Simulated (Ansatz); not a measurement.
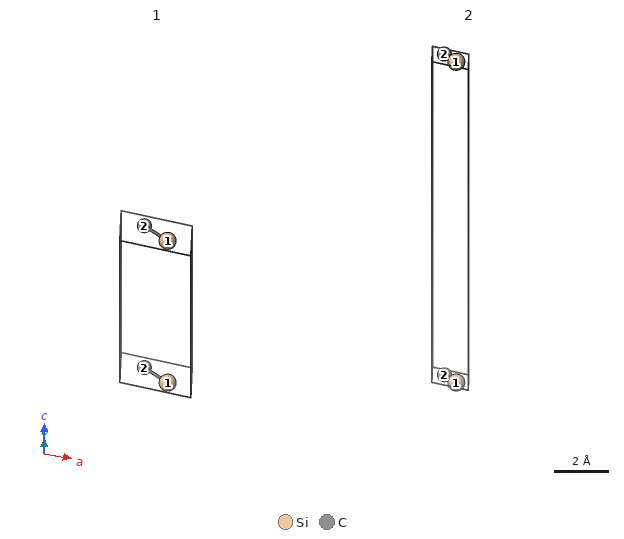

Two geometries of solid SiC (a generated structure, set up in P-6m2) (coarse preliminary run), drawn at one scale. One is the start of a relaxation, the other its converged end. Style: ball-and-stick. Shown: the cell of the calculation, from a free direction.

Theory: DFT PBE, scalar-relativistic, plane waves, PAW (Ansatz 0.2.0). Set-up: plane-wave cutoff 420 eV; k-point mesh 12 × 12 × 2; occupations gaussian; smearing width 0.1 eV; no spin polarisation; cell and atoms relaxed; force threshold 0.04 eV/Å; at most 70 steps.

**Which geometry has the lower energy?**

Structure 1 is the relaxed one. After 26 accepted moves (28 points after the start) the energy has fallen by 70417 meV per atom. All forces vanish by symmetry, so only the cell relaxes. The pressure goes from 1061.95 to 0.15 GPa. At 2 points the geometry stayed and the basis and grid were re-selected for the new cell (energy shift of 1711 meV per atom at most each time). No atom moves by more than 0.005 Å relative to the cell. The drawn cell changes as follows: a = b 1.586 → 3.095 Å (+95.1 %), c 12.854 → 5.684 Å (−55.8 %); the volume changes by +68.4 %. Near-neighbour distances that change, for instance: Si1–Si1 2.748 → 5.361 Å, Si1–C2 2.423 → 4.728 Å, Si1–C2 (another image) 1.832 → 3.574 Å, C2–C2 1.586 → 3.095 Å. Bonds break: Si1–C2 (1.83 → 3.57 Å). The space group stays P-6m2 (No. 187).
